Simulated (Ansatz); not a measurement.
**Single-point calculation, with input and output: C**

System: C (8 atoms in the cell).
Method: DFT PBE, scalar-relativistic, plane waves, PAW, no spin polarisation (Ansatz 0.2.0).

The structure derives from an entry of the Crystallography Open Database. It belongs to a series of runs on one base structure; here: atom 1 (C) moved -0.300 A towards its neighbour atom 1 (C) at 2.518 A. Figures and captions count atoms from 1; the log counts them from 0 in places.

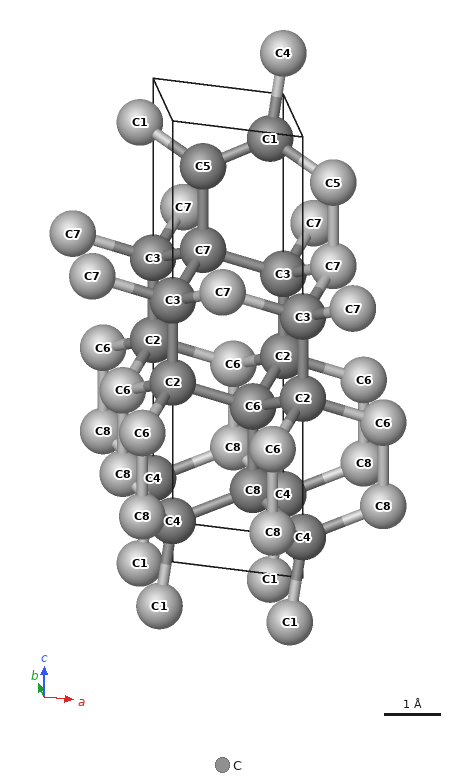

Figure 1. The input geometry (ball-and-stick view of the cell of the calculation, set on other vectors, seen at an oblique angle; neighbours outside the cell are drawn fainter; atoms are numbered from 1 in the order of the input). An atom can appear more than once, as a periodic image. Near neighbours in the periodic cell (some may lie outside the picture): C has 3 C at 1.31 to 1.57 Å; C has 4 C at 1.54 to 1.57 Å.

**Input file**
```yaml
crystal:
  lattice:
    - [2.5180184915, 0.0, 0.0]
    - [-1.2590092457, 2.1806679808, 0.0]
    - [0.0, 0.0, 8.3045881819]
  atoms:
    - { symbol: C, position: [0.1191413014, 0.1191413014, 0.0929681641] }
    - { symbol: C, position: [0.0, 0.0, 0.5929681641] }
    - { symbol: C, position: [0.0, 0.0, 0.4070318359] }
    - { symbol: C, position: [0.0, 0.0, 0.9070318359] }
    - { symbol: C, position: [0.3333333333, 0.6666666667, 0.1555285626] }
    - { symbol: C, position: [0.6666666667, 0.3333333333, 0.6555285626] }
    - { symbol: C, position: [0.3333333333, 0.6666666667, 0.3444714374] }
    - { symbol: C, position: [0.6666666667, 0.3333333333, 0.8444714374] }
basis:
  ecutwfc: 420
kpoints:
  mp_grid: { grid: [12, 12, 4] }
hamiltonian:
  xc: pbe
scf:
  occupations: { method: gaussian, width: 0.05 }
output:
  forces: true
  stress: true
  eigenvalues: true
  write_density: true
  write_potential: true
  elf: true
  volumetric_format: npy
```

Hardware: 2 threads of Intel Xeon @ 2.50GHz (Skylake/Cascade Lake), 189 GiB of memory available, shared host.

Command:
```bash
ansatz run input.yaml --threads 2 --pin off --max-ram 5120MiB --backend cpu --events-out ev --progress --plain --runs-dir out
```

**Log**
```
Engine: ansatz 0.2.0, x86_64-unknown-linux-gnu
Pseudopotentials: kind: paw
Pseudopotential: C, paw, valence charge 4, recommended cutoff 420 eV (normal), C.paw.azcp
Functional definition: PBE
  parameter kappa = 0.804
  parameter beta = 0.06672455060314922
  exchange = pbe_x(kappa = kappa, mu = beta*pi^2/3)
  correlation = pbe_c(beta = beta)
Crystal: 8 atoms, lattice volume = 45.600 Å³
Basis set: ecut = 420 eV, 909 PW (Γ), exchange–correlation on 36×36×120 points (8 copies of the dense FFT grid, shifted against one another)
Bands: 24, of which v1, the nominal top of the filled ones, is band 16 counted from 1 (15 counted from 0)
Symmetry: 1 space group operations
Space group: P1 (ITA 1), of the structure as read, at distance tolerance 3.6e-5 Å
k-points: 292 of 576 (time reversal used)
Non-local potential: C, projectors of the file, l = 0: 2, l = 1: 2, l = 2: 1
PAW form: soft (Blöchl's): semilocal exchange-correlation on the pseudo side does not see the compensation charge
PAW one-centre angular grid: C, 110 points (default); XC on 64 Gauss nodes
Initial density: superposition of atomic densities (neutral atoms: chi_scale 0, normalization atom), corrected by the library's trained network
Initial wavefunctions: pseudopotential atomic-orbital guess
Functional: x = pbe(κ = 0.804, μ = 0.2195149727645171), c = pbe(β = 0.06672455060314922)
SCF iter   1: F=—  HF=-2004.741914 eV  |F-HF|=—  |Δ(HF+E_count)|=         —  Δρ=4.55e-3  dr2=2.37e-2  ethr=1.77e-3  ⟨swp⟩=6.0  Hψ=33887  notcnv=0  defer=125
preconditioner: auto → none  [insulator: Δε(μ)=0.094 eV  Ē_g=16.700 eV  σ=0.050 eV  W_gap=0.80  n_scr=6 (ndim 8)  ℏωp=31.1 eV  f_vac=0.000  D(μ)=0.05/eV (n_scr^D=0)  ε∞_Penn≈4.5]
SCF iter   2: F=—  HF=-2004.737812 eV  |F-HF|=—  |Δ(HF+E_count)|=   4.10e-3  Δρ=2.13e-3  dr2=2.62e-3  ethr=7.39e-5  ⟨swp⟩=1.5  Hψ=9745  notcnv=0  defer=520
SCF iter   3: F=—  HF=-2004.737617 eV  |F-HF|=—  |Δ(HF+E_count)|=   1.94e-4  Δρ=6.16e-4  dr2=1.23e-4  ethr=8.17e-6  ⟨swp⟩=2.6  Hψ=9651  notcnv=0  defer=520
SCF iter   4: F=—  HF=-2004.737630 eV  |F-HF|=—  |Δ(HF+E_count)|=   1.32e-5  Δρ=1.48e-4  dr2=4.58e-6  ethr=3.84e-7  ⟨swp⟩=2.4  Hψ=9855  notcnv=0  defer=520
SCF iter   5: F=—  HF=-2004.737645 eV  |F-HF|=—  |Δ(HF+E_count)|=   1.50e-5  Δρ=2.88e-5  dr2=4.08e-7  ethr=1.43e-8  ⟨swp⟩=2.0  Hψ=9728  notcnv=0  defer=520
SCF iter   6: F=-2004.737645 eV  HF=-2004.737645 eV  |F-HF|=4.39e-9  |Δ(HF+E_count)|=   4.01e-8  Δρ=6.69e-6  dr2=7.54e-9  ethr=3.13e-10  ⟨swp⟩=14.1  Hψ=47824  notcnv=0
SCF 1 converged in 6 iterations: F = -2004.737645 eV  dr2 = 7.54e-9
  greatest PAW one-centre occupation: 0.666 electrons in one spin orbital (limit 2), on the C atom at site 0 (counted from 0), in its partial waves of l = 0
```

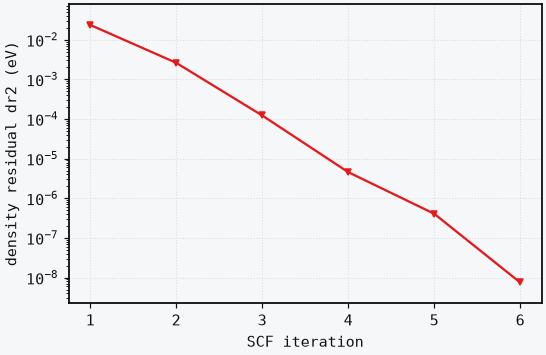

Figure 2. Convergence of the self-consistent field: density residual dr2 against the SCF iteration. The residual falls at every step.

```
SCF converged after 6 iterations
Free energy (F): -2004.737645 eV
Harris-Foulkes:  -2004.737645 eV  (|F-HF|=4.39e-9)
Internal energy: -2004.737589 eV  (E = F + TS)
E sigma→0 (E₀):  -2004.737617 eV
Entropy (-TS):   -0.000057 eV (-0.007 meV/atom)
Fermi energy:    15.909133 eV
--- Per-component energies (eV) ---
  E_band       = 135.749346
  E_kinetic    = 738.780082
  E_local      = -499.641806  (includes V_loc(G=0)·N_el)
  E_nonlocal   = 214.549236
  E_hartree    = 109.597899
  E_xc         = -389.640504
  E_vxc        = -483.689482  (∫ρ·V_xc dr)
  E_paw        = -793.907256  (= ΣΔE_a)
  E_vpaw       = -53.444513  (= ΣTr[D̂ρ^β])
  E_aug_tail   = 0.000070  (compensation charges beyond the density's cutoff)
  E_ewald      = -1384.475309
  E_smearing   = -0.000057  (= −TS)
  E_closure    = -0.000000  (closes the sum)
  Σ components = -2004.737645   (vs F -2004.737645, Δ=0.00e0)
--- Forces (eV/Å), atoms counted from 1 ---
  atom   1  C     -1.84190954   -11.28337348    -3.06783804
  atom   2  C      0.00827128    -0.00200995     0.00500412
  atom   3  C      0.01539263     0.03508634    -0.04805104
  atom   4  C      0.72488287     1.66058907     0.18662565
  atom   5  C      0.79232124     9.37926384     3.04167089
  atom   6  C      0.10014132     0.17219096    -0.04573023
  atom   7  C      0.08355695    -0.00597543    -0.04253406
  atom   8  C      0.11734357     0.04422837    -0.02912958
  max |Σ_I F_I| component: 1.77e-5 eV/Å
--- Stress (GPa, compression-positive) ---
        5.417727       1.221789      -3.825504
        1.221788      15.298834       5.647887
       -3.825502       5.647894       4.613557
  P = ⅓ Tr σ = 8.4434 GPa (84.434 kbar)
--- Band table (eV; the first three rows and the last of 292) ---
  k-point 0: bands = ["-8.2468", "-6.6155", "-6.5180", "-2.6717", "-0.1109", "6.2902", "6.5427", "8.9147", "10.6448", "10.8216", "11.4769", "11.5819", "12.5118", "12.7788", "13.3763", "15.8670", "16.1943", "18.3597", "19.0690", "19.3156", "20.4751", "20.7360", "21.0228", "21.4615"]
  k-point 1: bands = ["-8.1409", "-7.2980", "-5.6427", "-3.3847", "0.7775", "4.3942", "8.1422", "9.2371", "10.6600", "10.7507", "11.4272", "11.7015", "12.4367", "12.5705", "12.9410", "15.7450", "16.2559", "18.7010", "19.3088", "19.3826", "20.1520", "20.7333", "20.8786", "21.4430"]
  k-point 2: bands = ["-7.8343", "-7.8129", "-4.6021", "-4.5016", "2.4016", "2.5273", "8.5123", "10.5668", "10.6864", "10.7464", "10.9597", "11.4011", "12.0156", "12.6134", "12.7129", "15.6497", "16.3021", "19.2036", "19.3150", "19.4691", "20.1338", "20.4190", "20.7238", "21.5121"]
  k-point 291: bands = ["-2.8276", "-2.5588", "-1.2926", "-1.1224", "0.8370", "1.1350", "1.8341", "1.8907", "6.2287", "6.4038", "7.3323", "7.7316", "8.3089", "8.6027", "9.6874", "11.0705", "15.9837", "18.2705", "19.8042", "20.2399", "20.4624", "20.9030", "22.1989", "22.6896"]
```

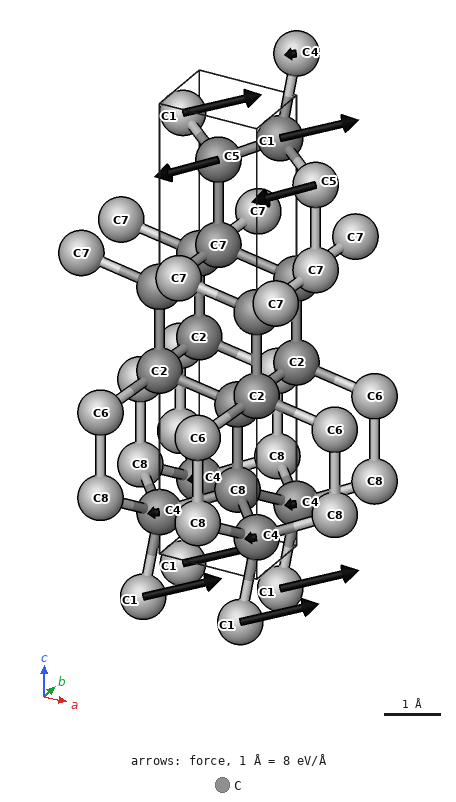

Figure 3. Forces on the atoms as black arrows (ball-and-stick view of the cell of the calculation, set on other vectors, seen slightly off an axis; neighbours outside the cell are drawn fainter; atoms are numbered from 1 in the order of the input); the smallest are left out. The largest act on C1 (11.84 eV/Å); C5 (9.89 eV/Å). The geometry is not a stationary point of this energy.

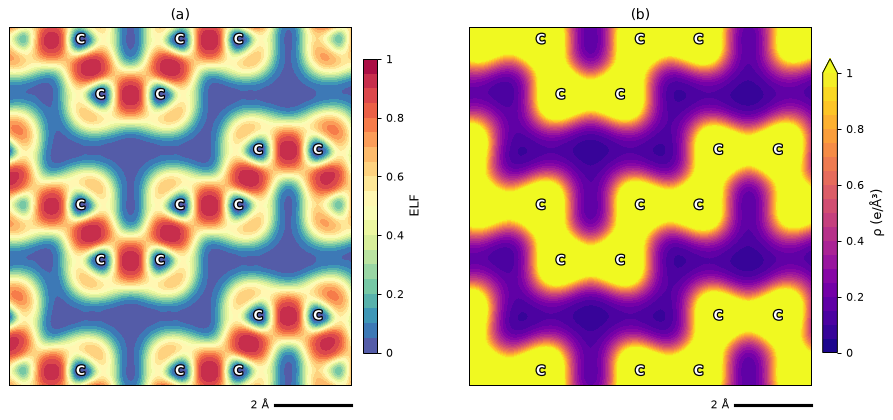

Figure 4. (a) ELF; (b) valence charge density (pseudo) on the (110) plane of the conventional cell. Away from the nuclei the density in this plane falls to 0.07 e/Å³ at its lowest. Core electrons are frozen (PAW), so the fields are smoothed inside the atomic spheres.

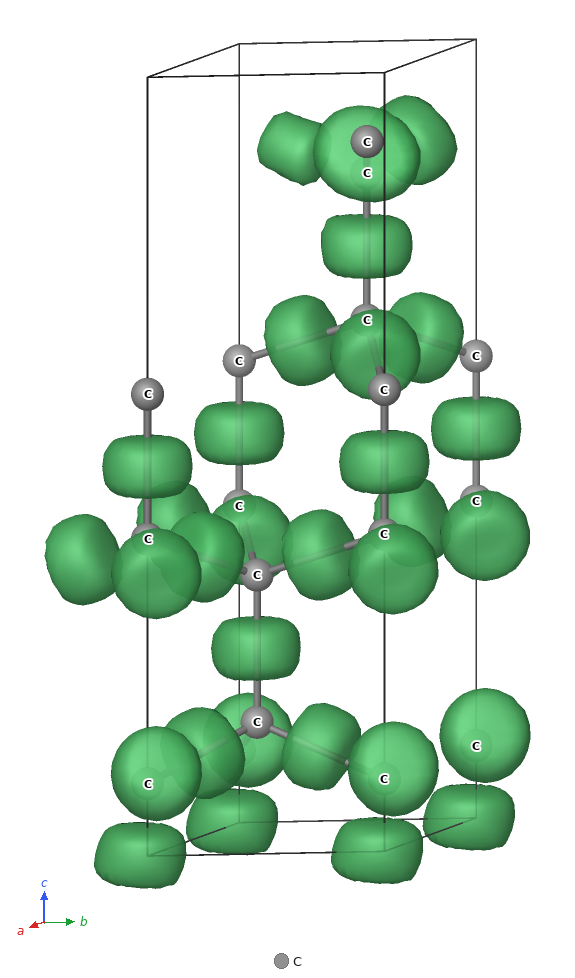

Figure 5. Isosurface of the electron localisation function at 0.75 (green), seen slightly off an axis. Core shells and regions of very low density are left out. Sticks mark near contacts. The outline is the cell set on symmetry axes. Values along the shortest contacts: C–C (1.31 Å): the ELF peaks at about 0.95 between the atoms (inside overlapping PAW spheres, so only a guide); a multiple bond by its length, whose ELF region spreads away from the axis.

**Key numbers**

| quantity | value |
| --- | --- |
| outcome | converged |
| space group (tolerance 0.01 Å) | P1 (1) |
| electrons treated | 32 |
| free energy | −2004.7376 eV |
| Fermi energy | 15.909 eV |
| gap on the k-point mesh | 0.10 eV |
| pressure | 8.44 GPa |
| largest force (length of the vector) | 11.837 eV/Å |
| wall time | 33 s (CPU time 64 s) |
| peak memory | 0.59 GiB |
